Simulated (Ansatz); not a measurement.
Ag: several calculations on one system

**1. Relaxation**

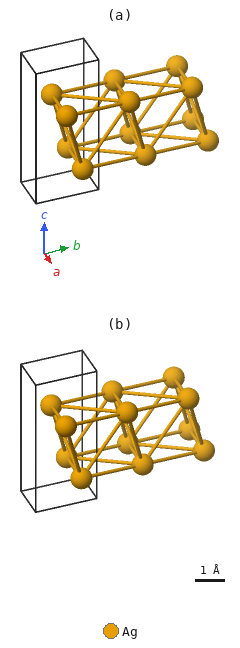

The structure of a crystal of Ag (set up in P6_3/mmc) before (top) and after (bottom) a relaxation, at one scale.

The picture is a ball-and-stick view of the cell of the calculation, repeated 2 × 3 × 1 with one cell outlined, seen slightly off an axis.

Level of theory: DFT PBEsol, scalar-relativistic, plane waves, PAW (Ansatz 0.2.0). Set-up: plane-wave cutoff 420 eV; k-point mesh 18 × 18 × 10; occupations gaussian; smearing width 0.1 eV; no spin polarisation; cell and atoms relaxed; force threshold 0.005 eV/Å; at most 80 steps.

Q: Summarise the run.

A: Over 3 accepted moves (5 points after the start) the energy falls by 23.4 meV per atom. All forces vanish by symmetry, so only the cell relaxes. The pressure goes from −6.30 to 0.01 GPa. The line search rejected the trial step at point 1 of the run. The SCF was repeated once at an unchanged geometry on a basis and grid sized afresh for the cell, which shifted the energy by 0.3 meV per atom at most. The atoms keep their places relative to the cell (all moves are under 0.005 Å). The volume changes by −6.2 %, with a = b 2.930 → 2.867 Å (−2.1 %), c 4.790 → 4.691 Å (−2.1 %). Some distances before and after: Ag–Ag 2.932 → 2.871 Å. The space group stays P6_3/mmc (No. 194).

**2. Relaxation**

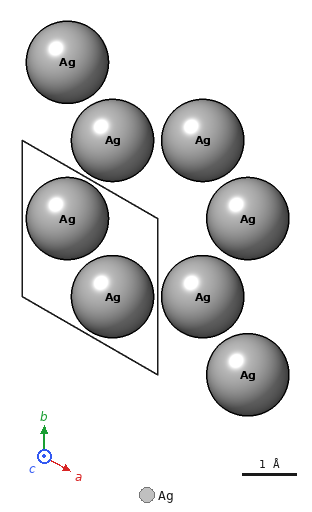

A crystal of Ag (set up in P6_3/mmc), before the relaxation. A spheres-only model of the cell of the calculation, repeated 2 × 2 × 1 with one cell outlined, seen along the c axis.

All numbers below come from DFT r2SCAN, scalar-relativistic, plane waves, PAW (Ansatz).

Input file:
```yaml
crystal:
  lattice:
    - [2.9299980804, 0.0, 0.0]
    - [-1.4649990402, 2.5374527707, 0.0]
    - [0.0, 0.0, 4.79]
  atoms:
    - { symbol: Ag, position: [0.3333333333, 0.6666666667, 0.25] }
    - { symbol: Ag, position: [0.6666666667, 0.3333333333, 0.75] }
basis:
  ecutwfc: 500
kpoints:
  mp_grid: { grid: [18, 18, 10] }
hamiltonian:
  xc: r2scan
scf:
  occupations: { method: gaussian, width: 0.1 }
output:
  forces: true
  stress: true
  eigenvalues: true
  write_density: true
  write_potential: true
  elf: true
  volumetric_format: npy
relax:
  adjacent_minimum: "off"
  f_tol: 0.005
  max_steps: 80
  cell: { stress_tol: 0.05 }
```

Run as
```bash
ansatz run input.yaml --threads 2 --pin off --max-ram 5120MiB --backend cpu --events-out ev --progress --plain --runs-dir out
```

### Where does the relaxation end?

The energy falls by 3.9 meV per atom in 2 accepted moves (4 points after the start). All forces vanish by symmetry, so only the cell relaxes. Pressure: −2.56 GPa at the start and −0.01 GPa at the end. The line search rejected the trial step at point 1 of the run. The SCF was repeated once at an unchanged geometry on a basis and grid sized afresh for the cell, which shifted the energy by 0.3 meV per atom at most. No atom moves by more than 0.005 Å relative to the cell. The volume changes by −2.7 %, with a = b 2.930 → 2.904 Å (−0.9 %), c 4.790 → 4.748 Å (−0.9 %). Near-neighbour distances that change, for instance: Ag1–Ag1 2.930 → 2.904 Å, Ag1–Ag2 2.932 → 2.906 Å. The space group stays P6_3/mmc (No. 194). Cost: 52 s on 2 threads of Intel(R) Xeon(R) Platinum 8488C (Sapphire Rapids), on a shared host, peak memory 0.6 GiB.

The end point in the same view:

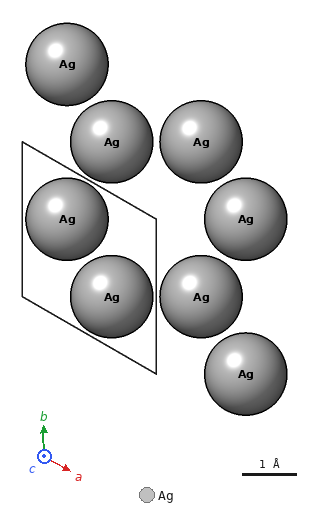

**3. Scan**

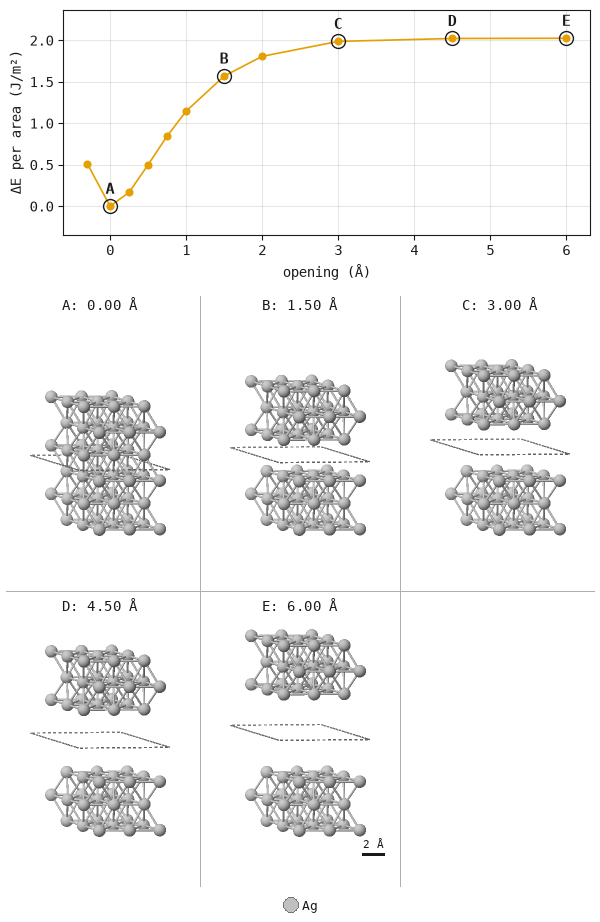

A crystal of Ag (P6_3/mmc): the crystal is pulled apart rigidly along the normal of the (0 0 1) plane of the conventional cell, at a cut between a plane of Ag below and one of Ag above, 2.35 Å apart. One cut stands in each cell, which starts 14.1 Å high; nothing is relaxed, and the dashed outline marks the cut. The lettered frames are marked on the plot. The picture is a ball-and-stick view of the layers on both sides of the cut, seen from the side, nearly along the cut plane.

All numbers below come from DFT PBEsol, scalar-relativistic, plane waves, PAW (Ansatz 0.2.0). (plane-wave cutoff 420 eV; k-point mesh 24 × 24 × 5; occupations gaussian; smearing width 0.15 eV; no spin polarisation). Energies (free energies at the smearing named) are counted from the relaxed crystal.

Read off the main features of the energy profile.

Answer. At the widest opening, 6.00 Å, the energy has risen by 2.024 J/m², where the curve has levelled off: this is the ideal work of separation, the sum of the two unrelaxed surface energies of a slab 14.1 Å thick. The steepest rise lies between 0.50 Å and 0.75 Å, with a mean traction of about 14 GPa. Pressing the cut together by 0.30 Å costs 0.513 J/m².
